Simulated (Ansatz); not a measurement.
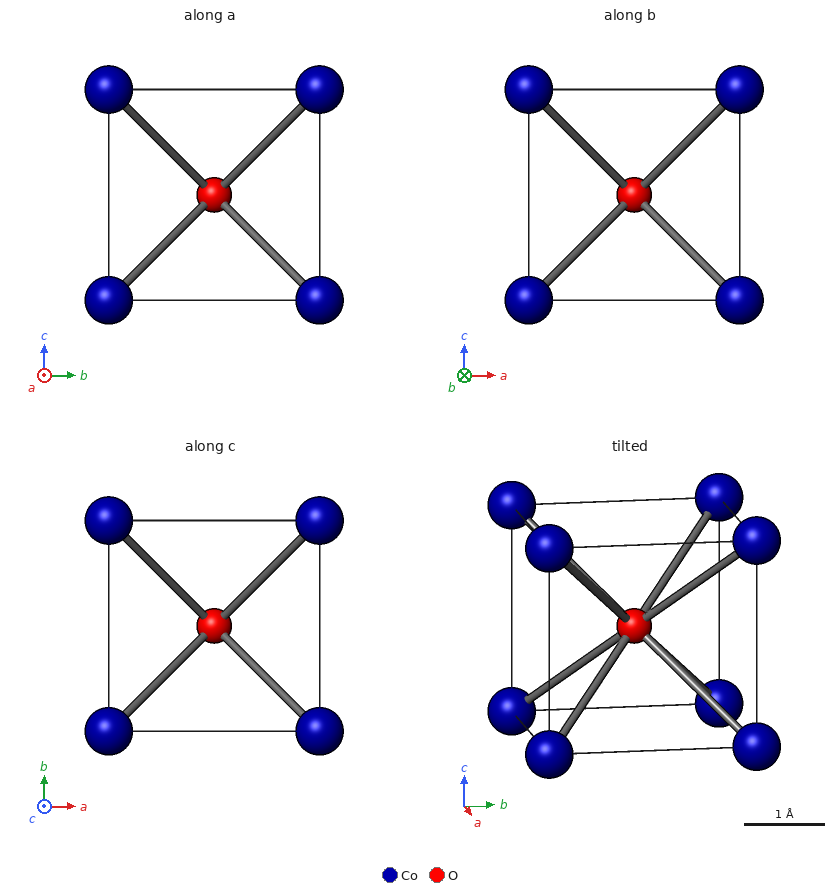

A ball-and-stick picture of a crystal structure, seen along the a axis, along the b axis, along the c axis and slightly off an axis. The frame is the conventional unit cell; atoms at its boundary are shown with their periodic copies.

Lattice parameters: a = 2.6613 Å, b = 2.6613 Å, c = 2.6613 Å, α = 90.000°, β = 90.000°, γ = 90.000°.

Record the structure as a CIF in P1 with every atom of the cell.

```cif
data_structure
_symmetry_space_group_name_H-M 'P 1'
_symmetry_Int_Tables_number 1
_cell_length_a 2.6613
_cell_length_b 2.6613
_cell_length_c 2.6613
_cell_angle_alpha 90.000
_cell_angle_beta 90.000
_cell_angle_gamma 90.000
_cell_volume 18.85
loop_
_atom_site_label
_atom_site_type_symbol
_atom_site_fract_x
_atom_site_fract_y
_atom_site_fract_z
_atom_site_occupancy
Co1 Co 0.0000 0.0000 0.0000 1
O1 O 0.5000 0.5000 0.5000 1
```

It derives from a structure type filled with these elements by a generator (whether the compound takes this form wasn't checked). Earlier steps of the study may have refined or changed the cell and positions. A calculation with Ansatz used it as input.
